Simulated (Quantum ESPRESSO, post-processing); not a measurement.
# Thickness dependence of 1T-SnS2, part 4 of 7

Aim: screening, gap and ionisation potential of 1T-SnS2 against the number of layers.

Quantum ESPRESSO 7.5; plane-wave DFT, PBE, GBRV ultrasoft pseudopotentials.

So far. Step 3 (Self-consistent run, 1 layer: no field): The run needed 12 iterations to bring the estimated error under 1e-09 Ry; the largest force on any atom, held or free, is 0.08 eV/Å. Step 7 (Potential by pp.x, 1 layer): The slope in the vacuum is 0.100 eV/Å for an applied 0.10 V/Å, as it should be.

## (8) Band structure, 1 layer: no field

The density is frozen and the levels are solved along a path.

Contents of n1.f0.bands.in:

```
&control
  prefix = 'n1.f0.bands'
  outdir = './out'
  pseudo_dir = './pseudo'
  calculation = 'bands'
  tefield = .true.
  dipfield = .true.
/
&system
  ibrav = 0
  nat = 3
  ntyp = 2
  ecutwfc = 40
  ecutrho = 200
  occupations = 'smearing'
  smearing = 'fd'
  degauss = 0.004
  edir = 3
  emaxpos = 0.97
  eopreg = 0.04
  eamp = 0.0
  nbnd = 17
/
&electrons
  conv_thr = 1e-07
  mixing_beta = 0.4
  electron_maxstep = 120
  mixing_mode = 'local-TF'
/
ATOMIC_SPECIES
  S   32.0600  s_pbe_v1.4.uspp.F.UPF
  Sn  118.7100  sn_pbe_v1.4.uspp.F.UPF
CELL_PARAMETERS angstrom
  3.64502380400000 0.00000000000000 0.00000000000000
  -1.82251190200000 3.15668321200000 0.00000000000000
  0.00000000000000 0.00000000000000 18.81516684300000
ATOMIC_POSITIONS crystal
  S   0.666666666700 0.333333333300 0.420791811200
  Sn  0.000000000000 0.000000000000 0.500000000000
  S   0.333333333300 0.666666666700 0.579208188800
K_POINTS crystal_b
4
  0.0000000000 0.0000000000 0.0000000000 12
  0.5000000000 0.0000000000 0.0000000000 12
  0.3333333333 0.3333333333 0.0000000000 12
  0.0000000000 0.0000000000 0.0000000000 1
```

Launch:

```
$ cp -r out/n1.f0.save out/n1.f0.bands.save
$ cp out/n1.f0.xml out/n1.f0.bands.xml
$ OMP_NUM_THREADS=1 mpirun -n 4 pw.x -nk 4 -in n1.f0.bands.in > n1.f0.bands.out
```

The log of the run:

```text
[banner, memory and clock lines left out]
Program PWSCF v.7.5 starts

          URL

     Presently no symmetry can be used with electric field

     Atomic positions and unit cell read from directory:
     ./out/n1.f0.bands.save/

     G-vector sticks info

     bravais-lattice index     =            0
     lattice parameter (alat)  =       6.8881  a.u.
     unit-cell volume          =    1460.9523 (a.u.)^3
     number of atoms/cell      =            3
     number of atomic types    =            2
     number of electrons       =        26.00
     number of Kohn-Sham states=           17
     kinetic-energy cutoff     =      40.0000  Ry
     charge density cutoff     =     200.0000  Ry
     Exchange-correlation=  SLA  PW   PBX  PBC
                           (   1   4   3   4   0   0   0)

     celldm(1)=   6.888097  celldm(2)=   0.000000  celldm(3)=   0.000000
     celldm(4)=   0.000000  celldm(5)=   0.000000  celldm(6)=   0.000000

     crystal axes: (cart. coord. in units of alat)
               a(1) = (   1.000000   0.000000   0.000000 )
               a(2) = (  -0.500000   0.866025   0.000000 )
               a(3) = (   0.000000   0.000000   5.161878 )

     reciprocal axes: (cart. coord. in units 2 pi/alat)
               b(1) = (  1.000000  0.577350 -0.000000 )
               b(2) = (  0.000000  1.154701  0.000000 )
               b(3) = (  0.000000 -0.000000  0.193728 )

     PseudoPot. # 1 for S  read from file:
     ./pseudo/s_pbe_v1.4.uspp.F.UPF
     Pseudo is Ultrasoft + core correction, Zval =  6.0
     Generated by new atomic code, or converted to UPF format
     Using radial grid of  907 points,  6 beta functions with:
                l(1) =   0
                l(2) =   0
                l(3) =   1
                l(4) =   1
                l(5) =   2
                l(6) =   2
     Q(r) pseudized with  8 coefficients,  rinner =    1.300   1.300   1.300
                                                       1.300   1.300

     PseudoPot. # 2 for Sn read from file:
     ./pseudo/sn_pbe_v1.4.uspp.F.UPF
     Pseudo is Ultrasoft + core correction, Zval = 14.0
     Generated by new atomic code, or converted to UPF format
     Using radial grid of  891 points,  6 beta functions with:
                l(1) =   0
                l(2) =   0
                l(3) =   1
                l(4) =   1
                l(5) =   2
                l(6) =   2
     Q(r) pseudized with  8 coefficients,  rinner =    1.350   1.350   1.350
                                                       1.350   1.350

     atomic species   valence    mass     pseudopotential
     S                 6.00    32.06000     S ( 1.00)
     Sn               14.00   118.71000     Sn( 1.00)

     No symmetry found

   Cartesian axes

     site n.     atom                  positions (alat units)
         1        S      tau(   1) = (   0.5000000   0.2886751   2.1720758  )
         2        Sn     tau(   2) = (   0.0000000   0.0000000   2.5809388  )
         3        S      tau(   3) = (  -0.0000000   0.5773503   2.9898018  )

     number of k points=    37  Fermi-Dirac smearing, width (Ry)=  0.0040
                       cart. coord. in units 2pi/alat
        k(    1) = (   0.0000000   0.0000000   0.0000000), wk =   0.0540541
        k(    2) = (   0.0416667   0.0240563   0.0000000), wk =   0.0540541
        k(    3) = (   0.0833333   0.0481125   0.0000000), wk =   0.0540541
        k(    4) = (   0.1250000   0.0721688   0.0000000), wk =   0.0540541
        k(    5) = (   0.1666667   0.0962250   0.0000000), wk =   0.0540541
        k(    6) = (   0.2083333   0.1202813   0.0000000), wk =   0.0540541
        k(    7) = (   0.2500000   0.1443376   0.0000000), wk =   0.0540541
        k(    8) = (   0.2916667   0.1683938   0.0000000), wk =   0.0540541
        k(    9) = (   0.3333333   0.1924501   0.0000000), wk =   0.0540541
        k(   10) = (   0.3750000   0.2165064   0.0000000), wk =   0.0540541
        k(   11) = (   0.4166667   0.2405626   0.0000000), wk =   0.0540541
        k(   12) = (   0.4583333   0.2646189   0.0000000), wk =   0.0540541
        k(   13) = (   0.5000000   0.2886751   0.0000000), wk =   0.0540541
        k(   14) = (   0.4861111   0.3127314   0.0000000), wk =   0.0540541
        k(   15) = (   0.4722222   0.3367877   0.0000000), wk =   0.0540541
        k(   16) = (   0.4583333   0.3608439   0.0000000), wk =   0.0540541
        k(   17) = (   0.4444444   0.3849002   0.0000000), wk =   0.0540541
        k(   18) = (   0.4305556   0.4089564   0.0000000), wk =   0.0540541
        k(   19) = (   0.4166667   0.4330127   0.0000000), wk =   0.0540541
        k(   20) = (   0.4027778   0.4570690   0.0000000), wk =   0.0540541
        k(   21) = (   0.3888889   0.4811252   0.0000000), wk =   0.0540541
        k(   22) = (   0.3750000   0.5051815   0.0000000), wk =   0.0540541
        k(   23) = (   0.3611111   0.5292377   0.0000000), wk =   0.0540541
        k(   24) = (   0.3472222   0.5532940   0.0000000), wk =   0.0540541
        k(   25) = (   0.3333333   0.5773503   0.0000000), wk =   0.0540541
        k(   26) = (   0.3055556   0.5292377   0.0000000), wk =   0.0540541
        k(   27) = (   0.2777778   0.4811252   0.0000000), wk =   0.0540541
        k(   28) = (   0.2500000   0.4330127   0.0000000), wk =   0.0540541
        k(   29) = (   0.2222222   0.3849002   0.0000000), wk =   0.0540541
        k(   30) = (   0.1944444   0.3367877   0.0000000), wk =   0.0540541
        k(   31) = (   0.1666667   0.2886751   0.0000000), wk =   0.0540541
        k(   32) = (   0.1388889   0.2405626   0.0000000), wk =   0.0540541
        k(   33) = (   0.1111111   0.1924501   0.0000000), wk =   0.0540541
        k(   34) = (   0.0833333   0.1443376   0.0000000), wk =   0.0540541
        k(   35) = (   0.0555556   0.0962250   0.0000000), wk =   0.0540541
        k(   36) = (   0.0277778   0.0481125   0.0000000), wk =   0.0540541
        k(   37) = (   0.0000000   0.0000000   0.0000000), wk =   0.0540541

     Dense  grid:    69821 G-vectors     FFT dimensions: (  32,  32, 162)

     Smooth grid:    49847 G-vectors     FFT dimensions: (  27,  27, 144)

     The potential is recalculated from file :
     ./out/n1.f0.bands.save/charge-density

     negative rho (up, down):  4.714E-05 0.000E+00

     Adding external electric field

     Computed dipole along edir(3) :
        Dipole               -0.0000 Ry au,         -0.0001 Debye
        Dipole field         -0.0000 Ry au,

        Potential amp.        0.0000 Ry
        Total length         34.1333 bohr

     Starting wfcs are   17 randomized atomic wfcs

     Band Structure Calculation
     Davidson diagonalization with overlap

[...]
-3.5447  -3.2345  -3.1337  -2.7663  -2.6640  -0.0365   1.4148   2.8239
     2.9302

          k = 0.0833 0.0481 0.0000 (  6172 PWs)   bands (ev):

   -23.4248 -23.4164 -23.3729 -23.3539 -23.3507 -16.0296 -14.3051  -7.6160
    -3.6652  -3.4999  -3.2937  -2.9960  -2.6243   0.1692   1.7010   2.7207
     3.0564

          k = 0.1250 0.0722 0.0000 (  6204 PWs)   bands (ev):

   -23.4297 -23.4112 -23.3692 -23.3573 -23.3506 -15.9337 -14.2358  -7.6426
    -4.1739  -3.4966  -3.4713  -3.3244  -2.6056   0.3479   1.9716   2.7712
     3.2426

          k = 0.1667 0.0962 0.0000 (  6216 PWs)   bands (ev):

   -23.4367 -23.4048 -23.3664 -23.3592 -23.3500 -15.8012 -14.1447  -7.7023
    -4.7124  -3.7173  -3.7026  -3.4087  -2.6133   0.3783   2.1169   3.0697
     3.4565

          k = 0.2083 0.1203 0.0000 (  6216 PWs)   bands (ev):

   -23.4454 -23.3981 -23.3694 -23.3546 -23.3486 -15.6345 -14.0378  -7.8171
    -5.2196  -4.0549  -3.9398  -3.3495  -2.6424   0.2393   2.2372   3.3981
     3.6617

          k = 0.2500 0.1443 0.0000 (  6210 PWs)   bands (ev):

   -23.4552 -23.3922 -23.3742 -23.3476 -23.3457 -15.4371 -13.9239  -8.0060
    -5.6637  -4.3544  -4.1521  -3.2883  -2.6852  -0.0000   2.3319   3.5735
     3.8275

          k = 0.2917 0.1684 0.0000 (  6252 PWs)   bands (ev):

   -23.4654 -23.3879 -23.3789 -23.3412 -23.3404 -15.2142 -13.8139  -8.2676
    -6.0376  -4.5713  -4.3450  -3.2338  -2.7342  -0.2705   2.3641   3.5933
     3.9386

          k = 0.3333 0.1925 0.0000 (  6246 PWs)   bands (ev):

   -23.4750 -23.3852 -23.3832 -23.3356 -23.3335 -14.9740 -13.7216  -8.5712
    -6.3517  -4.6954  -4.5113  -3.1932  -2.7828  -0.5294   2.3384   3.5453
     3.9983

          k = 0.3750 0.2165 0.0000 (  6268 PWs)   bands (ev):

   -23.4835 -23.3867 -23.3839 -23.3299 -23.3276 -14.7287 -13.6615  -8.8696
    -6.6132  -4.7403  -4.6458  -3.1713  -2.8258  -0.7507   2.2832   3.4975
     4.0213

          k = 0.4167 0.2406 0.0000 (  6256 PWs)   bands (ev):

   -23.4900 -23.3893 -23.3834 -23.3250 -23.3231 -14.4977 -13.6441  -9.1172
    -6.8157  -4.7445  -4.7360  -3.1672  -2.8591  -0.9176   2.2256   3.4895
     4.0109

          k = 0.4583 0.2646 0.0000 (  6250 PWs)   bands (ev):

   -23.4942 -23.3909 -23.3832 -23.3217 -23.3202 -14.3149 -13.6642  -9.2797
    -6.9456  -4.8047  -4.7156  -3.1727  -2.8802  -1.0204   2.1841   3.5392
     3.8117

          k = 0.5000 0.2887 0.0000 (  6250 PWs)   bands (ev):

   -23.4956 -23.3915 -23.3832 -23.3206 -23.3192 -14.2392 -13.6831  -9.3361
    -6.9905  -4.8249  -4.7055  -3.1764  -2.8874  -1.0550   2.1691   3.6407
     3.6581

          k = 0.4861 0.3127 0.0000 (  6254 PWs)   bands (ev):

   -23.4950 -23.3912 -23.3837 -23.3210 -23.3193 -14.2345 -13.6813  -9.3372
    -6.9835  -4.8616  -4.7103  -3.1723  -2.9119  -1.0209   2.2096   3.6587
     3.6652

          k = 0.4722 0.3368 0.0000 (  6260 PWs)   bands (ev):

   -23.4933 -23.3902 -23.3853 -23.3220 -23.3195 -14.2202 -13.6762  -9.3407
    -6.9624  -4.9644  -4.7260  -3.1620  -2.9803  -0.9250   2.3261   3.6871
     3.7121

          k = 0.4583 0.3608 0.0000 (  6261 PWs)   bands (ev):

   -23.4904 -23.3886 -23.3879 -23.3236 -23.3198 -14.1968 -13.6682  -9.3471
    -6.9275  -5.1152  -4.7560  -3.1501  -3.0793  -0.7839   2.5043   3.7259
     3.7823

          k = 0.4444 0.3849 0.0000 (  6259 PWs)   bands (ev):

   -23.4866 -23.3914 -23.3863 -23.3259 -23.3202 -14.1648 -13.6582  -9.3570
    -6.8789  -5.2935  -4.8058  -3.1906  -3.1402  -0.6189   2.7229   3.7242
     3.7864

          k = 0.4306 0.4090 0.0000 (  6257 PWs)   bands (ev):

   -23.4819 -23.3958 -23.3835 -23.3286 -23.3207 -14.1248 -13.6474  -9.3712
    -6.8171  -5.4806  -4.8816  -3.2952  -3.1349  -0.4515   2.9534   3.6220
     3.8780

          k = 0.4167 0.4330 0.0000 (  6259 PWs)   bands (ev):

   -23.4765 -23.4010 -23.3801 -23.3318 -23.3213 -14.0778 -13.6374  -9.3903
    -6.7426  -5.6616  -4.9873  -3.3777  -3.1354  -0.2995   3.1621   3.5279
     4.0144

          k = 0.4028 0.4571 0.0000 (  6241 PWs)   bands (ev):

   -23.4706 -23.4067 -23.3762 -23.3353 -23.3220 -14.0250 -13.6304  -9.4141
    -6.6561  -5.8254  -5.1218  -3.4296  -3.1430  -0.1753   3.3206   3.4537
     4.2023

          k = 0.3889 0.4811 0.0000 (  6259 PWs)   bands (ev):

   -23.4643 -23.4130 -23.3720 -23.3390 -23.3227 -13.9677 -13.6286  -9.4416
    -6.5590  -5.9639  -5.2782  -3.4501  -3.1588  -0.0843   3.4051   3.4231
     4.4230

          k = 0.3750 0.5052 0.0000 (  6255 PWs)   bands (ev):

   -23.4579 -23.4195 -23.3674 -23.3429 -23.3234 -13.9076 -13.6348  -9.4706
    -6.4535  -6.0722  -5.4450  -3.4432  -3.1836  -0.0258   3.3839   3.4796
     4.6388

          k = 0.3611 0.5292 0.0000 (  6235 PWs)   bands (ev):

   -23.4514 -23.4261 -23.3628 -23.3467 -23.3241 -13.8463 -13.6518  -9.4974
    -6.3448  -6.1478  -5.6076  -3.4148  -3.2181   0.0060   3.3880   3.5001
     4.8118

          k = 0.3472 0.5533 0.0000 (  6243 PWs)   bands (ev):

   -23.4450 -23.4326 -23.3584 -23.3506 -23.3246 -13.7860 -13.6824  -9.5173
    -6.2473  -6.1908  -5.7433  -3.3709  -3.2626   0.0190   3.4133   3.4903
     4.9166

          k = 0.3333 0.5774 0.0000 (  6243 PWs)   bands (ev):

   -23.4388 -23.4388 -23.3544 -23.3544 -23.3248 -13.7289 -13.7287  -9.5250
    -6.2030  -6.2029  -5.8031  -3.3165  -3.3164   0.0217   3.4545   3.4545
     4.9490

          k = 0.3056 0.5292 0.0000 (  6247 PWs)   bands (ev):

   -23.4498 -23.4274 -23.3612 -23.3489 -23.3237 -13.8744 -13.6323  -9.4857
    -6.3295  -6.1483  -5.6195  -3.4447  -3.1939   0.0221   3.3270   3.5620
     4.8572

          k = 0.2778 0.4811 0.0000 (  6245 PWs)   bands (ev):

   -23.4579 -23.4175 -23.3669 -23.3477 -23.3212 -14.0879 -13.5734  -9.3552
    -6.4547  -6.0169  -5.2981  -3.5777  -3.0773   0.0395   3.1755   3.6650
     4.6627

          k = 0.2500 0.4330 0.0000 (  6265 PWs)   bands (ev):

   -23.4625 -23.4094 -23.3709 -23.3491 -23.3196 -14.3532 -13.5637  -9.1336
    -6.4626  -5.8465  -4.9438  -3.6767  -2.9902   0.0808   3.0575   3.7186
     4.4349

          k = 0.2222 0.3849 0.0000 (  6247 PWs)   bands (ev):

   -23.4631 -23.4034 -23.3731 -23.3515 -23.3209 -14.6463 -13.6062  -8.8414
    -6.3333  -5.6707  -4.5825  -3.6995  -2.9479   0.1413   3.0036   3.6827
     4.1977

          k = 0.1944 0.3368 0.0000 (  6249 PWs)   bands (ev):

   -23.4602 -23.3998 -23.3733 -23.3539 -23.3256 -14.9439 -13.6942  -8.5137
    -6.0694  -5.5025  -4.2333  -3.6197  -2.9534   0.2158   3.0036   3.5383
     3.9533

          k = 0.1667 0.2887 0.0000 (  6225 PWs)   bands (ev):

   -23.4545 -23.3988 -23.3718 -23.3559 -23.3331 -15.2275 -13.8135  -8.1959
    -5.6863  -5.3155  -3.9168  -3.4479  -2.9955   0.3020   2.9893   3.3037
     3.7352

          k = 0.1389 0.2406 0.0000 (  6207 PWs)   bands (ev):

   -23.4470 -23.4005 -23.3686 -23.3577 -23.3416 -15.4832 -13.9473  -7.9352
    -5.2070  -5.0560  -3.6587  -3.2273  -3.0474   0.3926   2.8506   3.0269
     3.6187

          k = 0.1111 0.1925 0.0000 (  6195 PWs)   bands (ev):

   -23.4389 -23.4044 -23.3642 -23.3610 -23.3479 -15.7017 -14.0793  -7.7597
    -4.6876  -4.6614  -3.4997  -3.0599  -3.0078   0.4558   2.5786   2.7745
     3.5474

          k = 0.0833 0.1443 0.0000 (  6193 PWs)   bands (ev):

   -23.4316 -23.4097 -23.3667 -23.3594 -23.3502 -15.8766 -14.1958  -7.6640
    -4.2223  -4.0918  -3.4638  -2.9933  -2.8280   0.4207   2.2258   2.6350
     3.3745

          k = 0.0556 0.0962 0.0000 (  6175 PWs)   bands (ev):

   -23.4258 -23.4153 -23.3718 -23.3549 -23.3507 -16.0039 -14.2863  -7.6217
    -3.7178  -3.5968  -3.4567  -2.8884  -2.7117   0.2374   1.8194   2.6673
     3.1254

          k = 0.0278 0.0481 0.0000 (  6169 PWs)   bands (ev):

   -23.4222 -23.4194 -23.3750 -23.3517 -23.3506 -16.0812 -14.3434  -7.6070
    -3.5426  -3.2737  -3.1744  -2.7682  -2.6734  -0.0089   1.4520   2.8050
     2.9461

          k = 0.0000 0.0000 0.0000 (  6161 PWs)   bands (ev):

   -23.4209 -23.4209 -23.3761 -23.3506 -23.3506 -16.1071 -14.3629  -7.6039
    -3.5516  -3.0657  -3.0657  -2.6902  -2.6902  -0.1279   1.2965   2.8855
     2.8855

     XML data file, pseudopotentials, collected wavefunctions

                                        0.00s GPU  (     491 calls)
```

The job ended after 16 s (4 MPI ranks of Arm Neoverse V2, shared host; peak memory 0.31 GiB).

Numbers from this step:

| Quantity | Value |
| --- | --- |
| dipole along the normal | -2.08e-5 e·Å |
| valence top, on the run's zero | -2.606 eV |
| conduction bottom, on the run's zero | -1.055 eV |
| gap by band count | 1.551 eV |

Band numbers count within the set of bands kept for display. Electronic bands along the path, in eV, zero at the highest filled level of the SCF mesh; v1 is the highest filled band, c1 the lowest empty one:

```
point     v4     v3     v2     v1    c1    c2    c3    c4
    Γ  -0.45  -0.45  -0.08  -0.08  2.49  3.91  5.50  5.50
    M  -2.21  -2.09  -0.56  -0.27  1.56  4.78  6.25  6.27
    K  -3.59  -3.19  -0.70  -0.70  2.63  6.07  6.07  7.56
    Γ  -0.45  -0.45  -0.08  -0.08  2.49  3.91  5.50  5.50
```

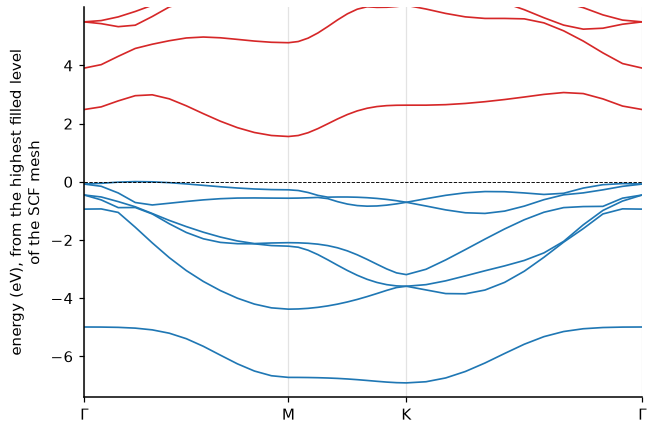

Electronic bands along the path; lines of filled and empty bands in two colours.

Along this path the valence top lies between Γ and M and the conduction bottom at M.

## (9) Polarisability from the dipole between 0 and 0.1 V/A, 1 layer

This step gave:

| Quantity | Value |
| --- | --- |
| change of slope in the vacuum | 0.10000 eV/Å |
| polarisability a cell | 4.392 Å³ |
| sheet polarisability 4πα/A | 4.797 Å |

Table of change of the potential energy, second field less first by z:

```
z (Å)  change of the potential energy, second field less first (eV)
    0                                                        -0.350
    1                                                        -0.601
    2                                                        -0.501
    3                                                        -0.401
    4                                                        -0.301
    5                                                        -0.201
    6                                                        -0.105
    7                                                       -0.0317
    8                                                      -0.00905
    9                                                      -0.00501
   10                                                       0.00622
   11                                                        0.0105
   12                                                        0.0417
   13                                                         0.123
   14                                                         0.220
   15                                                         0.320
   16                                                         0.420
   17                                                         0.520
   18                                                         0.620
```

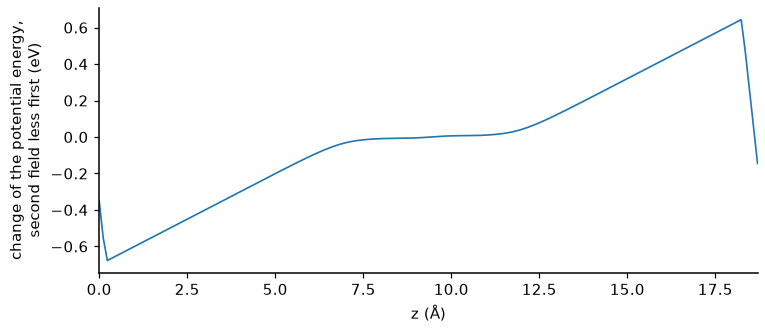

Change of the potential energy, second field less first, plotted against z.

[end of part 4 of 7]

[Logs are printed without paths, hosts, clocks, repeated set-up lines and the standing remarks that a program may print on its own settings, such as how far it seeks lower states.]

[Hosts, paths, dates, database ids (printed as entryN), source tags and the programs' standing remarks are cut or masked in the printed files.]

[Maps of the electrostatic potential energy from Ansatz leave out the sawtooth potential of an applied field or a dipole correction, so their vacuum need not be flat; planar profiles and work functions include it.]
